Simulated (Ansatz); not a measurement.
Input structure:

```
O Sn
1.0
     3.24298    0.00000    0.00000
    -1.62149    2.80851    0.00000
     0.00000    0.00000   14.00890
O Sn
6 3
Direct
  0.66667 0.33333 0.09422
  0.33333 0.66667 0.42756
  0.00000 0.00000 0.24006
  0.00000 0.00000 0.76089
  0.66667 0.33333 0.57339
  0.33333 0.66667 0.90673
  0.33333 0.66667 0.16572
  0.00000 0.00000 0.49905
  0.66667 0.33333 0.83238
```

What would you see if this were drawn?

The stoichiometry is SnO2. Strictly the space group is R3m (No. 160, within 0.01 Å). It is a distorted form of a rhombohedral (trigonal R) structure, space group R-3m (No. 166) within 0.25 Å: cadmium chloride (CdCl₂) type. Cell content: 3 Sn, 6 O, that is 3 formula units. The O atoms are each bonded to three Sn in a trigonal pyramidal arrangement at 2.12 to 2.14 Å. Each Sn atom is coordinated by six O in a distorted octahedral arrangement at 2.12 to 2.14 Å. The bonds build SnO2 layers parallel to (001).

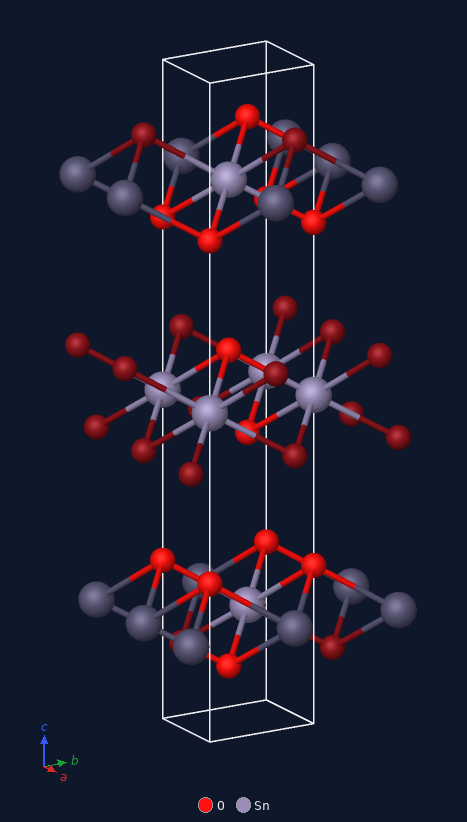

We look at a ball-and-stick model of the crystal slightly off an axis. The parallelepiped is the drawn cell (a repeat of the simulation cell). Bonded neighbours in the next cells are drawn too, in fainter colours.

The model was built from a structure listed in the Materials Project. The cell was then strained or its atoms displaced on purpose. It was the input of a calculation with Ansatz.
